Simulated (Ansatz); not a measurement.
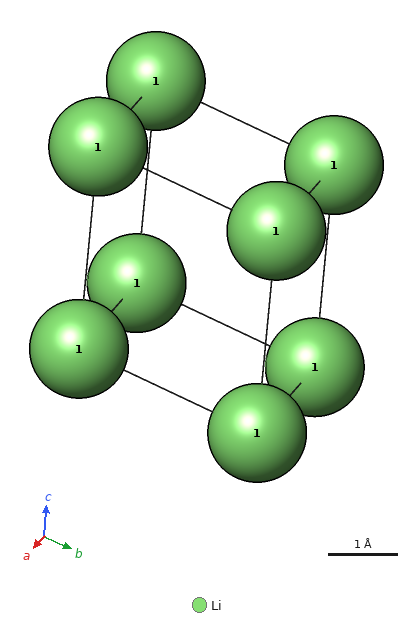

*The structure as given in the input (spheres-only view of the cell of the calculation, seen slightly off an axis; atoms are numbered from 1 in the order of the input).*

**Run report: Li, band-structure calculation**

System: Li (Im-3m, 1 atom in the cell).
Method: DFT, r2SCAN, PAW with Ansatz's default frozen-core files, scalar-relativistic, no spin polarisation (Ansatz 0.2.0).

The structure derives from a Materials Project entry. It belongs to a series of runs on one base structure; here: PAW files in place of LAPW. Figures and captions count atoms from 1; the log counts them from 0 in places.

The input
```yaml
crystal:
  lattice:
    - [-1.7196562266, 1.7196562266, 1.7196562266]
    - [1.7196562266, -1.7196562266, 1.7196562266]
    - [1.7196562266, 1.7196562266, -1.7196562266]
  atoms:
    - { symbol: Li, position: [0.0, 0.0, 0.0] }
kpoints:
  mp_grid: { grid: [17, 17, 17] }
  band_path:
    path:
      - [0.0, 0.0, 0.0]
      - [0.5, -0.5, 0.5]
      - [0.0, 0.0, 0.5]
      - [0.0, 0.0, 0.0]
      - [0.25, 0.25, 0.25]
      - [0.5, -0.5, 0.5]
      - [0.25, 0.25, 0.25]
      - [0.0, 0.0, 0.5]
    npoints: 14
scf:
  occupations: { method: fermi_dirac, width: 0.05 }
hamiltonian:
  xc: r2scan
  pseudopotentials: { kind: paw }
output:
  forces: true
  stress: true
  eigenvalues: true
  efg: { contact_densities: true }
  populations: true
  bader: true
  dos: { projected: true, de: 0.2, e_range: [-14, 8] }
  write_density: true
  write_potential: true
  elf: true
  volumetric_format: npy
```

Run on 1 thread of Arm Neoverse V1, 24 GiB of memory available, shared host.

Launch command:
```bash
ansatz run input.yaml --threads 1 --pin off --max-ram 2048MiB --backend cpu --events-out ev --progress --plain --runs-dir out
```

What the program printed
```
Engine: ansatz 0.2.0, aarch64-unknown-linux-gnu
Pseudopotentials: kind: paw
Pseudopotential: Li, paw, valence charge 3, recommended cutoff 500 eV (meta_gga), Li.paw.azcp
Functional definition: r2SCAN
  parameter k0 = 0.174
  parameter k1 = 0.065
  parameter a1 = 4.9479
  exchange = r2scan_x(k0 = k0, k1 = k1, a1 = a1)
  correlation = r2scan_c
Crystal: 1 atoms, lattice volume = 20.342 Å³
Basis set: ecut = 500 eV, 531 PW (Γ), exchange–correlation on 96×96×96 points (64 copies of the dense FFT grid, shifted against one another)
Bands: 6, of which v1, the nominal top of the filled ones, is band 2 counted from 1 (1 counted from 0)
Symmetry: 48 space group operations
Space group: Im-3m (ITA 229), of the structure as read, at distance tolerance 2.7e-5 Å
k-points: 165 of 4913
Non-local potential: Li, projectors of the file, l = 0: 3, l = 1: 2, l = 2: 1
PAW form: soft (Blöchl's): semilocal exchange-correlation on the pseudo side does not see the compensation charge
PAW one-centre angular grid: Li, 302 points (default); XC on 327 of its mesh's 2665 points in the sphere
Initial density: superposition of atomic densities (neutral atoms: chi_scale 0, normalization atom), corrected by the library's trained network
Initial wavefunctions: pseudopotential atomic-orbital guess
Functional: x = r2scan, c = r2scan; τ floored in thin density (d = 2e-4 eV/Å³)
SCF iter   1: F=—  HF=-205.133755 eV  |F-HF|=—  |Δ(HF+E_count)|=         —  Δρ=2.29e-3  dr2=3.00e-4  dr2_τ=3.56e-4  ethr=1.77e-3  ⟨swp⟩=5.5  Hψ=8380  notcnv=0
preconditioner: auto → none  [metal: Δε(μ)=0.004 eV  Ē_g=11.522 eV  σ=0.050 eV  W_gap=0.02  n_scr=0 (ndim 8)  ℏωp=8.2 eV  f_vac=0.000  D(μ)=0.51/eV (n_scr^D=0)]
SCF iter   2: F=—  HF=-205.133512 eV  |F-HF|=—  |Δ(HF+E_count)|=   2.43e-4  Δρ=1.07e-3  dr2=7.60e-5  dr2_τ=6.53e-6  ethr=1.00e-5  ⟨swp⟩=2.0  Hψ=3262  notcnv=0  defer=38
SCF iter   3: F=—  HF=-205.133519 eV  |F-HF|=—  |Δ(HF+E_count)|=   6.73e-6  Δρ=4.87e-5  dr2=2.53e-7  dr2_τ=1.53e-7  ethr=2.53e-6  ⟨swp⟩=2.0  Hψ=1285  notcnv=0  defer=38
iter 4 did not close the SCF: its close was put off for the readings that it lacked (scf_convergence_deferred on its scf_iter line)
SCF iter   4: F=-205.133522 eV  HF=-205.133522 eV  |F-HF|=2.36e-9  |Δ(HF+E_count)|=   2.81e-6  Δρ=1.32e-5  dr2=8.87e-9  dr2_τ=1.71e-9  ethr=8.44e-9  ⟨swp⟩=2.0  Hψ=1215  notcnv=0  defer=38
iter 5 did not close the SCF: its close was put off for the readings that it lacked (scf_convergence_deferred on its scf_iter line)
SCF iter   5: F=-205.133522 eV  HF=-205.133522 eV  |F-HF|=1.53e-9  |Δ(HF+E_count)|=   5.60e-9  Δρ=1.97e-6  dr2=2.23e-10  dr2_τ=2.73e-11  ethr=2.96e-10  ⟨swp⟩=2.0  Hψ=1207  notcnv=0  defer=38
SCF iter   6: F=-205.133522 eV  HF=-205.133522 eV  |F-HF|=1.21e-11  |Δ(HF+E_count)|=   1.33e-9  Δρ=3.57e-7  dr2=7.61e-12  dr2_τ=4.25e-13  ethr=7.44e-12  ⟨swp⟩=3.6  Hψ=3654  notcnv=0
SCF 1 converged in 6 iterations: F = -205.133522 eV  dr2 = 7.61e-12
  greatest PAW one-centre occupation: 0.999 electrons in one spin orbital (limit 2), on the Li atom at site 0 (counted from 0), in its partial waves of l = 0
NSCF: frozen V_eff on 99 k-points
SCF converged after 6 iterations
Free energy (F): -205.133522 eV
Harris-Foulkes:  -205.133522 eV  (|F-HF|=1.21e-11)
Internal energy: -205.129382 eV  (E = F + TS)
E sigma→0 (E₀):  -205.131452 eV
Entropy (-TS):   -0.004139 eV (-4.139 meV/atom)
Fermi energy:    1.080632 eV
--- Per-component energies (eV) ---
  E_band       = -94.503477
  E_kinetic    = 21.234632
  E_local      = -132.365724  (includes V_loc(G=0)·N_el)
  E_nonlocal   = -33.313258
  E_hartree    = 39.337185
  E_xc         = -9.637491
  E_vxc        = -13.728836  (∫ρ·V_xc dr)
  E_paw        = -21.819605  (= ΣΔE_a)
  E_vpaw       = -15.832286  (= ΣTr[D̂ρ^β])
  E_aug_tail   = -0.000102  (compensation charges beyond the density's cutoff)
  E_vtau       = 0.827700  (kinetic-family band-sum trace: ∫τ·v_τ [+ j·A + Jᵃ·Aᵃ] dr)
  E_ewald      = -68.565018
  E_smearing   = -0.004139  (= −TS)
  E_closure    = -0.000000  (closes the sum)
  Σ components = -205.133522   (vs F -205.133522, Δ=0.00e0)
--- Forces (eV/Å), atoms counted from 1 ---
  atom   1  Li     0.00000000     0.00000000     0.00000000
  max |Σ_I F_I| component: 9.12e-33 eV/Å
--- Stress (GPa, compression-positive) ---
        0.455516      -0.000000       0.000000
       -0.000000       0.455516       0.000000
       -0.000000      -0.000000       0.455516
  P = ⅓ Tr σ = 0.4555 GPa (4.555 kbar)
--- PAW observables at the nuclei: V_zz in 10²¹ V/m², potentials from the cell's mean, atoms counted from 1 ---
  atom   1  Li V_zz =    -0.000000   η = 0.0000   by run symmetry: forbidden
            electrostatic potential = -161.866748 V   contact ρ = 94.388434 e/Å³
--- Band table (eV; the first three rows and the last of 165) ---
  k-point 0: bands = ["-47.0395", "-2.8651", "17.2336", "17.2336", "17.2336", "21.6301"]
  k-point 1: bands = ["-47.0389", "-2.7928", "16.6841", "16.8230", "17.0928", "20.6058"]
  k-point 2: bands = ["-47.0369", "-2.5757", "15.1136", "15.9670", "16.6925", "19.4591"]
  k-point 164: bands = ["-47.0060", "6.5472", "7.1899", "7.1899", "9.3021", "9.9141"]
--- Löwdin populations: 1 site ---
  site symbol       q [e]
     0     Li      2.9154
  spilling = 0.028185 (of n_electrons = 3.000000)
--- Bader charges: 1 site ---
  site symbol  charge [e]  shift [e] shared [e]
     0     Li      0.8273     0.0001     0.0000
  maxima off the nuclei: 6, with 0.8273 electrons
  on the straight line to a nucleus their density falls by 6.3e-2 of itself; PAW files or a low cutoff
  can make one that falls by little (a run on other files and one at a higher cutoff tell): if they did, read the shared
  charge, to which what the maxima have on the atom's side is counted
  estimated error of the sums over rays = 1.3e-3 e
```

File dos.tsv
```
# E-E_F[eV]	g_bin_mean(E)[states/eV]	N(E)
# format = ansatz-dos/2
# fermi_ev = 1.080632
# fermi_mp_grid = 17 17 17
# fermi_mp_shift = 0 0 0
# tetrahedron_fermi_ev = 1.086654
# g_bin_mean(E): the states in a bin one row spacing wide, centred on E, divided by that spacing. States that the method places at a single energy (under output.dos.method: tetrahedron, those of a tetrahedron whose four corners have one energy) are counted whole in the row whose bin holds that energy (on the edge of two bins, in the lower row). The sum of g_bin_mean over a run of rows, times the row spacing, is the number of states from half a spacing under the first of them to half a spacing over the last (a plain sum, not the trapezoid rule).
-14.000000	0.000000e0	2.000000e0
-13.800000	0.000000e0	2.000000e0
-13.600000	0.000000e0	2.000000e0
-13.400000	0.000000e0	2.000000e0
-13.200000	0.000000e0	2.000000e0
-13.000000	0.000000e0	2.000000e0
-12.800000	0.000000e0	2.000000e0
-12.600000	0.000000e0	2.000000e0
-12.400000	0.000000e0	2.000000e0
-12.200000	0.000000e0	2.000000e0
-12.000000	0.000000e0	2.000000e0
-11.800000	0.000000e0	2.000000e0
-11.600000	0.000000e0	2.000000e0
-11.400000	0.000000e0	2.000000e0
-11.200000	0.000000e0	2.000000e0
-11.000000	0.000000e0	2.000000e0
-10.800000	0.000000e0	2.000000e0
-10.600000	0.000000e0	2.000000e0
-10.400000	0.000000e0	2.000000e0
-10.200000	0.000000e0	2.000000e0
-10.000000	0.000000e0	2.000000e0
-9.800000	0.000000e0	2.000000e0
-9.600000	0.000000e0	2.000000e0
-9.400000	0.000000e0	2.000000e0
-9.200000	0.000000e0	2.000000e0
-9.000000	0.000000e0	2.000000e0
-8.800000	0.000000e0	2.000000e0
-8.600000	0.000000e0	2.000000e0
-8.400000	0.000000e0	2.000000e0
-8.200000	0.000000e0	2.000000e0
-8.000000	0.000000e0	2.000000e0
-7.800000	0.000000e0	2.000000e0
-7.600000	0.000000e0	2.000000e0
-7.400000	0.000000e0	2.000000e0
-7.200000	0.000000e0	2.000000e0
-7.000000	0.000000e0	2.000000e0
-6.800000	0.000000e0	2.000000e0
-6.600000	0.000000e0	2.000000e0
-6.400000	0.000000e0	2.000000e0
-6.200000	0.000000e0	2.000000e0
-6.000000	0.000000e0	2.000000e0
-5.800000	0.000000e0	2.000000e0
-5.600000	0.000000e0	2.000000e0
-5.400000	0.000000e0	2.000000e0
-5.200000	0.000000e0	2.000000e0
-5.000000	0.000000e0	2.000000e0
-4.800000	0.000000e0	2.000000e0
-4.600000	0.000000e0	2.000000e0
-4.400000	0.000000e0	2.000000e0
-4.200000	0.000000e0	2.000000e0
-4.000000	1.711790e-3	2.000000e0
-3.800000	6.324634e-2	2.005220e0
-3.600000	1.043442e-1	2.022562e0
-3.400000	1.337925e-1	2.046707e0
-3.200000	1.579348e-1	2.075754e0
-3.000000	1.772606e-1	2.109498e0
-2.800000	1.967393e-1	2.146808e0
-2.600000	2.133404e-1	2.187996e0
-2.400000	2.285084e-1	2.232116e0
-2.200000	2.452132e-1	2.279517e0
-2.000000	2.582647e-1	2.329926e0
-1.800000	2.722859e-1	2.382932e0
-1.600000	2.874725e-1	2.438897e0
-1.400000	3.002926e-1	2.497741e0
-1.200000	3.136965e-1	2.559089e0
-1.000000	3.290401e-1	2.623326e0
-0.800000	3.448143e-1	2.690746e0
-0.600000	3.604041e-1	2.761212e0
-0.400000	3.795444e-1	2.835084e0
-0.200000	4.045594e-1	2.913341e0
0.000000	4.399359e-1	2.997352e0
0.200000	5.094454e-1	3.091033e0
0.400000	5.431306e-1	3.199975e0
0.600000	4.933122e-1	3.303263e0
0.800000	4.555697e-1	3.397904e0
1.000000	4.217539e-1	3.485883e0
1.200000	3.810751e-1	3.566582e0
1.400000	3.378401e-1	3.637993e0
1.600000	3.083605e-1	3.702389e0
1.800000	2.718563e-1	3.761141e0
2.000000	2.309174e-1	3.810636e0
2.200000	1.772985e-1	3.851587e0
2.400000	1.376659e-1	3.883324e0
2.600000	1.074809e-1	3.907278e0
2.800000	8.788318e-2	3.926757e0
3.000000	1.040703e-1	3.944099e0
3.200000	1.446181e-1	3.969934e0
3.400000	2.481527e-1	4.004349e0
3.600000	7.445171e-1	4.101683e0
3.800000	6.720464e-1	4.252702e0
4.000000	5.909950e-1	4.378836e0
4.200000	5.232769e-1	4.489847e0
4.400000	4.799949e-1	4.589352e0
4.600000	4.567710e-1	4.683128e0
4.800000	4.291725e-1	4.771538e0
5.000000	4.107867e-1	4.855353e0
5.200000	3.928620e-1	4.935863e0
5.400000	3.814354e-1	5.012820e0
5.600000	3.636141e-1	5.087562e0
5.800000	3.520499e-1	5.159177e0
6.000000	3.353143e-1	5.227958e0
6.200000	3.916926e-1	5.298826e0
6.400000	4.579232e-1	5.385700e0
6.600000	5.439017e-1	5.480093e0
6.800000	6.158547e-1	5.601066e0
7.000000	6.047283e-1	5.723859e0
7.200000	5.898924e-1	5.843352e0
7.400000	5.648173e-1	5.958989e0
7.600000	5.491383e-1	6.070119e0
7.800000	5.333014e-1	6.178455e0
8.000000	5.175855e-1	6.283577e0
```

File populations.tsv
```
# site	symbol	l	j	q
# orbitals = lowdin
# n_electrons = 3.000000
# spilling = 0.028185
0	Li	0_1S	-	1.975946
0	Li	0_2S	-	0.939499
```

File rho_z.tsv
```
# z_ang	rho[e/angstrom^3]
# format = ansatz-planar-average/11
# lattice	-1.719656227	1.719656227	1.719656227
# lattice	1.719656227	-1.719656227	1.719656227
# lattice	1.719656227	1.719656227	-1.719656227
# sites	1
# site	3	0.000000000	0.000000000	0.000000000
0.000000	4.535729e-1
0.124105	4.185075e-1
0.248211	3.290021e-1
0.372316	2.220530e-1
0.496422	1.339495e-1
0.620527	8.195244e-2
0.744633	6.086596e-2
0.868738	5.520760e-2
0.992844	5.385536e-2
1.116949	5.346269e-2
1.241055	5.356762e-2
1.365160	5.370335e-2
1.489266	5.371920e-2
1.613371	5.370335e-2
1.737477	5.356762e-2
1.861582	5.346269e-2
1.985688	5.385536e-2
2.109793	5.520760e-2
2.233899	6.086596e-2
2.358004	8.195244e-2
2.482110	1.339495e-1
2.606215	2.220530e-1
2.730321	3.290021e-1
2.854426	4.185075e-1
```

File v_z.tsv
```
# z_ang	v_es[eV]	v_tot[eV]
# format = ansatz-planar-average/11
# xc	r2scan
# density_cutoff_ev	2000
# datasets	Li=:simpson_from_first_knot:soft
# lattice	-1.719656227	1.719656227	1.719656227
# lattice	1.719656227	-1.719656227	1.719656227
# lattice	1.719656227	1.719656227	-1.719656227
# sites	1
# site	3	0.000000000	0.000000000	0.000000000
0.000000	-3.260299e0	-1.102023e1
0.124105	-3.085888e0	-1.077051e1
0.248211	-2.594964e0	-1.013057e1
0.372316	-1.867501e0	-9.191651e0
0.496422	-9.979080e-1	-7.980219e0
0.620527	-6.831563e-2	-6.766053e0
0.744633	8.267773e-1	-5.859454e0
0.868738	1.560366e0	-5.235946e0
0.992844	2.047335e0	-4.781950e0
1.116949	2.362761e0	-4.494019e0
1.241055	2.603867e0	-4.328891e0
1.365160	2.753697e0	-4.212749e0
1.489266	2.803622e0	-4.156155e0
1.613371	2.753697e0	-4.212749e0
1.737477	2.603867e0	-4.328891e0
1.861582	2.362761e0	-4.494019e0
1.985688	2.047335e0	-4.781950e0
2.109793	1.560366e0	-5.235946e0
2.233899	8.267773e-1	-5.859454e0
2.358004	-6.831563e-2	-6.766053e0
2.482110	-9.979080e-1	-7.980219e0
2.606215	-1.867501e0	-9.191651e0
2.730321	-2.594964e0	-1.013057e1
2.854426	-3.085888e0	-1.077051e1
```

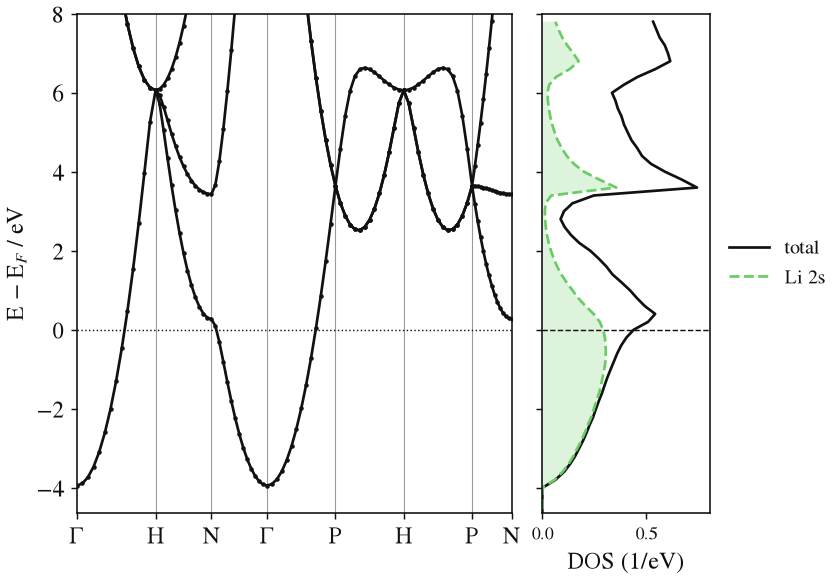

*Band structure along Γ–H–N–Γ–P–H–P–N and density of states (projected on Löwdin-orthogonalised atomic shells), with energies from the Fermi level.*

Bands cross the Fermi level: a metal at this level of theory.

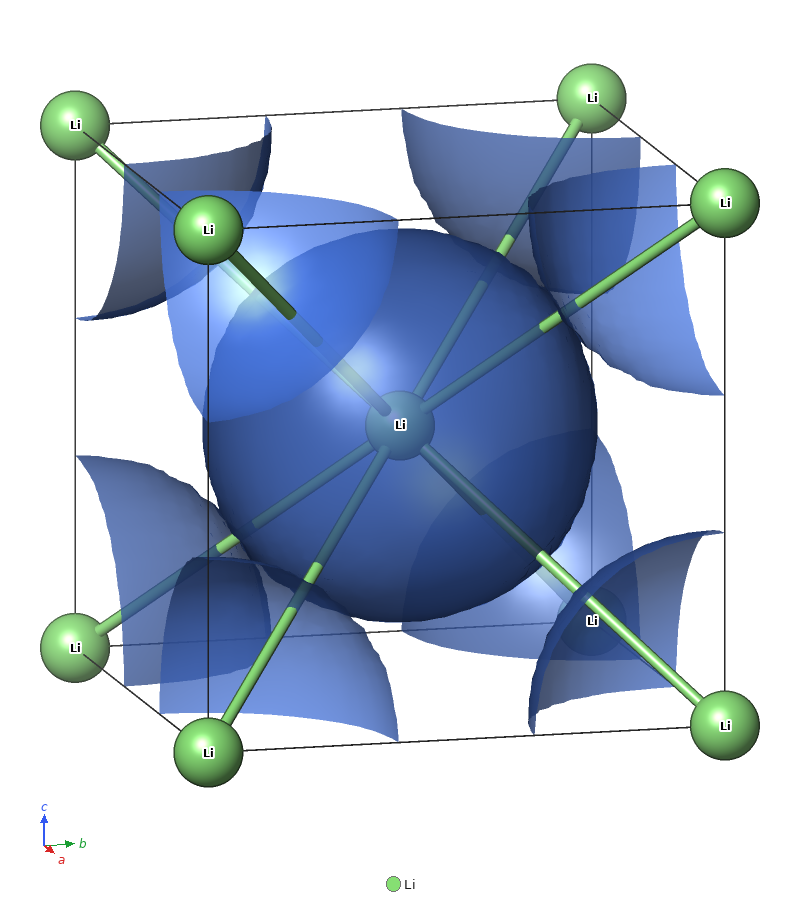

*Isosurface of the ELF at 0.45 (blue), seen slightly off an axis. Only the valence region is drawn (cores and ρ < 0.01 e/Å³ removed). Sticks mark near contacts. The outline is the cell set on symmetry axes.*

Along the contacts the grid gives the following. Li–Li (2.98 Å): the ELF is about 0.50 at the midpoint, as expected for nearly free electrons, as in a simple metal. In a PAW calculation such maps are meaningful between the atoms, not at the nuclei.

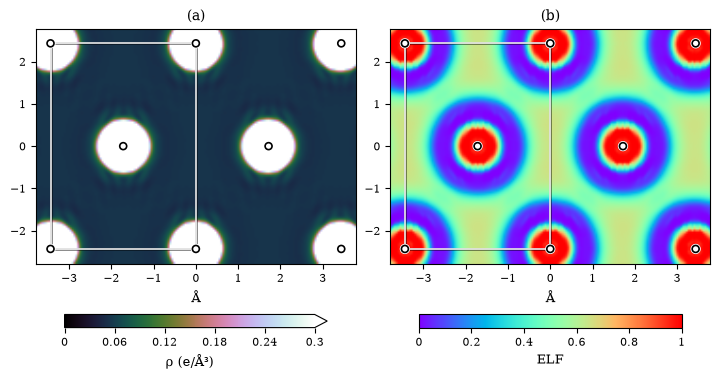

*(a) valence charge density (pseudo); (b) ELF on the (101) plane of the conventional cell. Circles mark the nuclei in the plane (Li).*

The section cuts through Li sites. Li–Li (2.98 Å): ρ is about 0.05 e/Å³ halfway; the ELF is about 0.50 at the midpoint (metallic bonding. Away from the nuclei the density in this plane falls to 0.05 e/Å³ at its lowest. The strong features right at Li lie inside the PAW spheres (semicore, d or f shells) and say nothing about bonding.

Key numbers

| quantity | value |
| --- | --- |
| outcome | converged |
| space group (tolerance 0.01 Å) | Im-3m (229) |
| electrons treated | 3 |
| free energy | −205.1335 eV |
| Fermi energy | 1.081 eV |
| pressure | 0.46 GPa |
| field gradient V_zz (10²¹ V/m²) | zero at all sites |
| electronic character | metal |
| largest force (length of the vector) | under 0.001 eV/Å |
| wall time | 83 s |
| peak memory | 0.31 GiB |
